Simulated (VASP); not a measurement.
**Zr: geometry relaxation (part 1 of 2)**

System: Zr (P6/mmm, 3 atoms in the cell).
Method: Kohn-Sham DFT of a periodic cell, LDA, VASP PAW LDA potentials, recommended, no spin polarisation (VASP 6.6.1).

The structure was built on a prototype by a generator; it need not be a known phase.

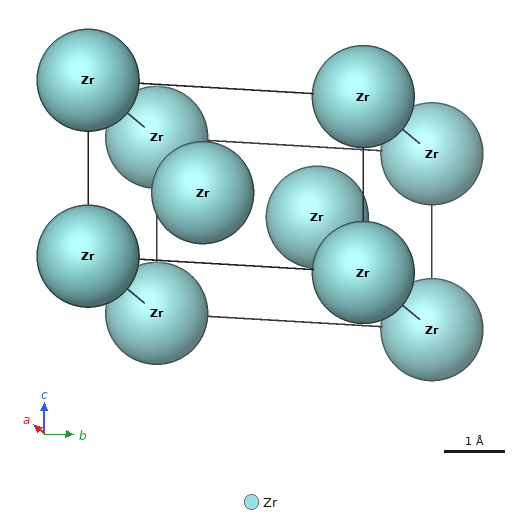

*The structure as given in the input (spheres-only view of the cell of the calculation, seen at an oblique angle).*

INCAR
```
SYSTEM = Zr
  ALGO = Normal
  EDIFF = 1E-7
  EDIFFG = -0.005
  ENCUT = 600
  IBRION = 2
  ISIF = 3
  ISMEAR = 1
  LASPH = .TRUE.
  LCHARG = .FALSE.
  LREAL = .FALSE.
  LWAVE = .FALSE.
  NELM = 80
  NSW = 90
  PREC = Accurate
  PSTRESS = 51.9
  SIGMA = 0.1
```

KPOINTS
```
k-points
0
G
  9 9 12
  0 0 0
```

POSCAR
```
Zr                                      
1.0
    4.8492440669      0.0000000000     -0.0000000000
   -2.4246220334      4.1995685489      0.0000000000
   -0.0000000000     -0.0000000000      3.0425891085
  Zr            
     3
Direct
     0.6666666699999979    0.3333333300000021    0.5000000000000000
     0.3333333300000021    0.6666666699999979    0.5000000000000000
     0.0000000000000000    0.0000000000000000    0.0000000000000000
```

Hardware: 1 thread of Intel Xeon (Granite Rapids), 176 GiB of memory available, shared host.

Run as:
```bash
cat potpaw_LDA.64/Zr_sv/POTCAR > POTCAR
mpirun -np 1 vasp_std > vasp.out
```

OSZICAR
```
N       E                     dE             d eps       ncg     rms          rms(c)
DAV:   1     0.409353266517E+03    0.40935E+03   -0.21642E+04  3696   0.185E+03
DAV:   2     0.164221045891E+01   -0.40771E+03   -0.40253E+03  4278   0.497E+02
DAV:   3    -0.274339553070E+02   -0.29076E+02   -0.28509E+02  6894   0.986E+01
DAV:   4    -0.288606839709E+02   -0.14267E+01   -0.14149E+01  5088   0.211E+01
DAV:   5    -0.288974830060E+02   -0.36799E-01   -0.36765E-01  5526   0.318E+00    0.227E+01
DAV:   6    -0.280365022798E+02    0.86098E+00   -0.14898E+00  4198   0.969E+00    0.968E+00
DAV:   7    -0.278759190306E+02    0.16058E+00   -0.91532E-01  5062   0.658E+00    0.141E+00
DAV:   8    -0.278748085694E+02    0.11105E-02   -0.11654E-01  5226   0.240E+00    0.107E+00
DAV:   9    -0.278798608787E+02   -0.50523E-02   -0.66495E-02  4902   0.224E+00    0.354E-01
DAV:  10    -0.278771395854E+02    0.27213E-02   -0.18833E-02  4736   0.103E+00    0.297E-02
DAV:  11    -0.278771515658E+02   -0.11980E-04   -0.59781E-04  5130   0.188E-01    0.176E-02
DAV:  12    -0.278771525425E+02   -0.97668E-06   -0.23907E-05  5652   0.315E-02    0.107E-02
DAV:  13    -0.278771529884E+02   -0.44593E-06   -0.32946E-06  5572   0.176E-02    0.284E-03
DAV:  14    -0.278771528653E+02    0.12306E-06   -0.33295E-07  3906   0.459E-03    0.814E-04
DAV:  15    -0.278771528701E+02   -0.47885E-08   -0.43411E-08  2778   0.161E-03
   1 F= -.25870008E+02 E0= -.25870410E+02  d E =-.258700E+02
       N       E                     dE             d eps       ncg     rms          rms(c)
DAV:   1    -0.278759038068E+02    0.12491E-02   -0.46872E-03  3922   0.659E-01    0.129E-01
DAV:   2    -0.278757941434E+02    0.10966E-03   -0.46508E-04  4502   0.184E-01    0.392E-02
DAV:   3    -0.278757655655E+02    0.28578E-04   -0.14079E-04  5416   0.888E-02    0.236E-02
DAV:   4    -0.278757682660E+02   -0.27005E-05   -0.23243E-05  5460   0.279E-02    0.137E-02
DAV:   5    -0.278757693527E+02   -0.10866E-05   -0.40358E-06  4988   0.126E-02    0.819E-03
DAV:   6    -0.278757710869E+02   -0.17342E-05   -0.59503E-06  5712   0.128E-02    0.221E-03
DAV:   7    -0.278757710861E+02    0.74760E-09   -0.26377E-07  3560   0.354E-03
   2 F= -.25870005E+02 E0= -.25870401E+02  d E =0.215419E-05
       N       E                     dE             d eps       ncg     rms          rms(c)
DAV:   1    -0.278766548854E+02   -0.88380E-03   -0.16999E-03  3910   0.397E-01    0.781E-02
DAV:   2    -0.278766147765E+02    0.40109E-04   -0.16945E-04  4450   0.111E-01    0.239E-02
DAV:   3    -0.278766042341E+02    0.10542E-04   -0.51405E-05  5302   0.537E-02    0.142E-02
DAV:   4    -0.278766051897E+02   -0.95560E-06   -0.85418E-06  5166   0.170E-02    0.826E-03
DAV:   5    -0.278766055773E+02   -0.38758E-06   -0.14838E-06  4526   0.771E-03    0.488E-03
DAV:   6    -0.278766061927E+02   -0.61545E-06   -0.22286E-06  5600   0.784E-03    0.140E-03
DAV:   7    -0.278766061902E+02    0.25898E-08   -0.84218E-08  2292   0.217E-03
   3 F= -.25870010E+02 E0= -.25870409E+02  d E =-.192988E-05
```

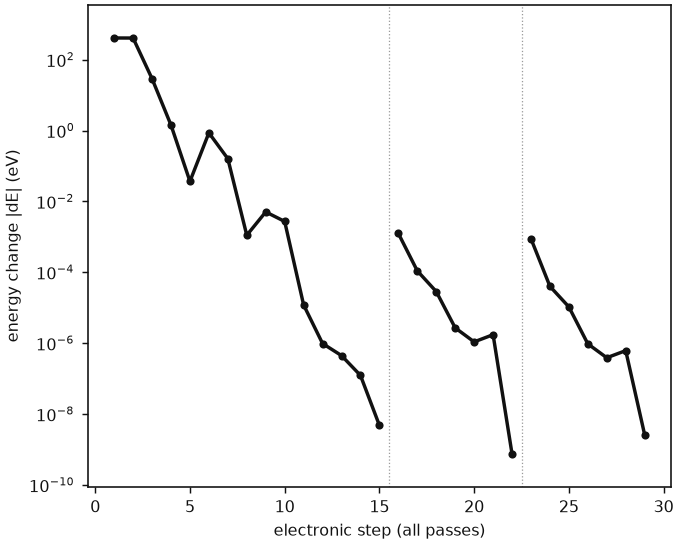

*Convergence of the self-consistent field: energy change |dE| against the electronic step. Each stretch between dotted lines is the SCF of one geometry step of a relaxation.*

The 3 ionic steps take 7 to 15 electronic steps each. The density is held fixed in the first few steps, and dE rises again when its update begins.

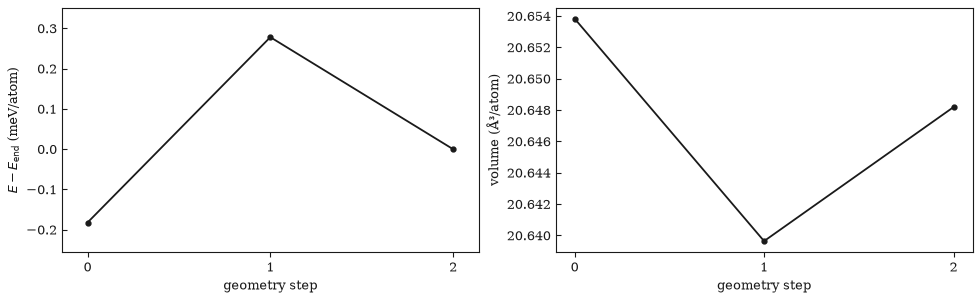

*Progress of the relaxation, step by step (steps are counted from 0).*

The atoms keep their places (all moves are under 0.005 Å). The cell doesn't change. The space group stays P6/mmm (No. 191). Over 2 geometry steps the energy rises by 0.2 meV per atom. All forces vanish by symmetry, so only the cell relaxes. (Atoms are counted from 1 in the order of the input.)

Parts of OUTCAR
```
SYSTEM = Zr
   EDIFF = 1E-7
   EDIFFG = -0.005
   ENCUT = 600
   IBRION = 2
   ISIF = 3
   ISMEAR = 1
   LASPH = .TRUE.
   LREAL = .FALSE.
   NELM = 80
   NSW = 90
   PREC = Accurate
   PSTRESS = 51.9

 ion  position               nearest neighbor table
   1  0.667  0.333  0.500-   2 2.80   2 2.80   2 2.80   3 3.19   3 3.19   3 3.19   3 3.19   3 3.19
                             3 3.19
   2  0.333  0.667  0.500-   1 2.80   1 2.80   1 2.80   3 3.19   3 3.19   3 3.19   3 3.19   3 3.19
                             3 3.19
   3  0.000  0.000  0.000-   1 3.19   2 3.19   1 3.19   2 3.19   2 3.19   2 3.19   1 3.19   1 3.19
                             1 3.19   1 3.19   2 3.19   2 3.19

  LATTYP: Found a hexagonal cell.
 ALAT       =     4.8492440669
 C/A-ratio  =     0.6274357542

  Lattice vectors:

 A1 = (   4.8492440669,   0.0000000000,   0.0000000000)
 A2 = (  -2.4246220334,   4.1995685489,   0.0000000000)
 A3 = (   0.0000000000,   0.0000000000,   3.0425891085)

Analysis of symmetry for initial positions (statically):
=====================================================================
 Subroutine PRICEL returns:
 Original cell was already a primitive cell.

 Routine SETGRP: Setting up the symmetry group for a
 hexagonal supercell.

 Subroutine GETGRP returns: Found 24 space group operations
 (whereof 24 operations were pure point group operations)
 out of a pool of 24 trial point group operations.

The static configuration has the point symmetry D_6h.

Analysis of symmetry for dynamics (positions and initial velocities):
=====================================================================
 Subroutine PRICEL returns:
 Original cell was already a primitive cell.

 Routine SETGRP: Setting up the symmetry group for a
 hexagonal supercell.

 Subroutine GETGRP returns: Found 24 space group operations
 (whereof 24 operations were pure point group operations)
 out of a pool of 24 trial point group operations.

The dynamic configuration has the point symmetry D_6h.

 Subroutine INISYM returns: Found 24 space group operations
 (whereof 24 operations are pure point group operations),
 and found     1 'primitive' translations

----------------------------------------------------------------------------------------

                                     Primitive cell

  volume of cell :      61.9615

  direct lattice vectors                    reciprocal lattice vectors
     4.849244067  0.000000000  0.000000000     0.206217709  0.119059850  0.000000000
    -2.424622033  4.199568549  0.000000000     0.000000000  0.238119699  0.000000000
     0.000000000  0.000000000  3.042589109     0.000000000  0.000000000  0.328667449

  length of vectors
     4.849244067  4.849244065  3.042589109     0.238119699  0.238119699  0.328667449

  position of ions in fractional coordinates (direct lattice)
     0.666666670  0.333333330  0.500000000
     0.333333330  0.666666670  0.500000000
     0.000000000  0.000000000  0.000000000

  ion indices of the primitive-cell ions
   primitive index   ion index
                 1           1
                 2           2
                 3           3

----------------------------------------------------------------------------------------

 KPOINTS: k-points

Automatic generation of k-mesh.
 Grid dimensions read from file:
 generate k-points for:    9    9   12

 Generating k-lattice:

  Cartesian coordinates                     Fractional coordinates (reciprocal lattice)
     0.022913079  0.013228872  0.000000000     0.111111111 -0.000000000  0.000000000
     0.000000000  0.026457744  0.000000000     0.000000000  0.111111111  0.000000000
     0.000000000  0.000000000  0.027388954     0.000000000  0.000000000  0.083333333

  Length of vectors
     0.026457744  0.026457744  0.027388954

  Shift w.r.t. Gamma in fractional coordinates (k-lattice)
     0.000000000  0.000000000  0.000000000

 Subroutine IBZKPT returns following result:
 ===========================================

 Found     84 irreducible k-points:

 Following reciprocal coordinates:
            Coordinates               Weight
  0.000000  0.000000  0.000000      1.000000
  0.111111  0.000000  0.000000      6.000000
  0.222222  0.000000  0.000000      6.000000
  0.333333  0.000000  0.000000      6.000000
  0.444444  0.000000  0.000000      6.000000
  0.111111  0.111111  0.000000      6.000000
  0.222222  0.111111  0.000000     12.000000
  0.333333  0.111111  0.000000     12.000000
  0.444444  0.111111  0.000000      6.000000
  0.222222  0.222222  0.000000      6.000000
  0.333333  0.222222  0.000000     12.000000
  0.333333  0.333333  0.000000      2.000000
  0.000000  0.000000  0.083333      2.000000
  0.111111  0.000000  0.083333     12.000000
  0.222222  0.000000  0.083333     12.000000
  0.333333  0.000000  0.083333     12.000000
  0.444444  0.000000  0.083333     12.000000
  0.111111  0.111111  0.083333     12.000000
  0.222222  0.111111  0.083333     24.000000
  0.333333  0.111111  0.083333     24.000000
  0.444444  0.111111  0.083333     12.000000
  0.222222  0.222222  0.083333     12.000000
  0.333333  0.222222  0.083333     24.000000
  0.333333  0.333333  0.083333      4.000000
 [... further k-points ...]
   k-points           NKPTS =     84   k-points in BZ     NKDIM =     84   number of bands    NBANDS=     22
   number of dos      NEDOS =    301   number of ions     NIONS =      3
   total plane-waves  NPLWV =  38400
   dimension x,y,z NGX =    40 NGY =   40 NGZ =   24
   dimension x,y,z NGXF=    80 NGYF=   80 NGZF=   48
   ions per type =               3
   NGX,Y,Z   is equivalent  to a cutoff of  13.71, 13.71, 13.11 a.u.
   NGXF,Y,Z  is equivalent  to a cutoff of  27.43, 27.43, 26.23 a.u.
 SYSTEM =  Zr
   PREC   = accura    normal or accurate (medium, high low for compatibility)
   ISTART =      0    job   : 0-new  1-cont  2-samecut
   ICHARG =      2    charge: 1-file 2-atom 10-const
   ISPIN  =      1    spin polarized calculation?
   LNONCOLLINEAR =      F non collinear calculations
   LSORBIT =      F    spin-orbit coupling
   LASPH  =      T    aspherical Exc in radial PAW
   ENCUT  =  600.0 eV  44.10 Ry    6.64 a.u.   9.69  9.69  6.08*2*pi/ulx,y,z
   NELM   =     80;   NELMIN=  2; NELMDL= -5     # of ELM steps
   EDIFF  = 0.1E-06   stopping-criterion for ELM
   LREAL  =      F    real-space projection
   EDIFFG = -.5E-02   stopping-criterion for IOM
   NSW    =     90    number of steps for IOM
   IBRION =      2    ionic relax: 0-MD 1-quasi-New 2-CG
   NFREE  =      1    steps in history (QN), initial steepest desc. (CG)
   ISIF   =      3    stress and relaxation
   ISYM   =      2    0-nonsym 1-usesym 2-fastsym
   POTIM  = 0.5000    time-step for ionic-motion
   TEBEG  =    0.0;   TEEND  =   0.0 temperature during run
   PSTRESS=   51.9 pullay stress
   NELECT =      36.0000    total number of electrons
   NUPDOWN=      -1.0000    fix difference up-down
   EMIN   =  10.00;   EMAX   =-10.00  energy-range for DOS
   EFERMI =   0.00;   METHOD = LEGACY
   ISMEAR =     1;   SIGMA  =   0.10  broadening in eV -4-tet -1-fermi 0-gaus
   EFERMI_NEDOS =   21; number of points for ismear=-14 and -15
   IALGO  =     38    algorithm
   IMIX   =      4    mixing-type and parameters
     AMIX     =   0.40;   BMIX     =  1.00
     AMIX_MAG =   1.60;   BMIX_MAG =  1.00
  volume/ion in A,a.u.               =      20.65       139.38
  Fermi-wavevector in a.u.,A,eV,Ry     =   1.366055  2.581470 25.389933  1.866107
  Thomas-Fermi vector in A             =   2.492230
   LORBIT       =      0    0 simple, 1 ext, 2 COOP (PROOUT), +10 PAW based schemes
   GGA     = CA    functional components
   LHFCALC =     F    Hartree Fock is set to
   AEXX    =    0.0000 exact exchange contribution
   IVDW    =     0    specifies the selected vdW correction
   LEPSILON=     F    determine dielectric tensor
   LRPA    =     F    only Hartree local field effects (RPA)
 conjugate gradient relaxation of ions
 non-spin polarized calculation
 Methfessel and Paxton  Order N= 1 SIGMA  =   0.10
  energy-cutoff  :      600.00
  volume of cell :       61.96
 maximum number of plane-waves:      2094
 NGX is ok and might be reduce to    40
   NGX = 19   NGY = 19   NGZ = 13

--------------------------------------- Ionic step        1  -------------------------------------------

 number of electron      36.0000000 magnetization

 Free energy of the ion-electron system (eV)
  ---------------------------------------------------
  ext. energy  EPLUGINS =         0.00000000
  ---------------------------------------------------
  free energy    TOTEN  =       -27.87715287 eV

  energy without entropy =      -27.87835956  energy(sigma->0) =      -27.87755510

------------------------ aborting loop because EDIFF is reached ----------------------------------------
```
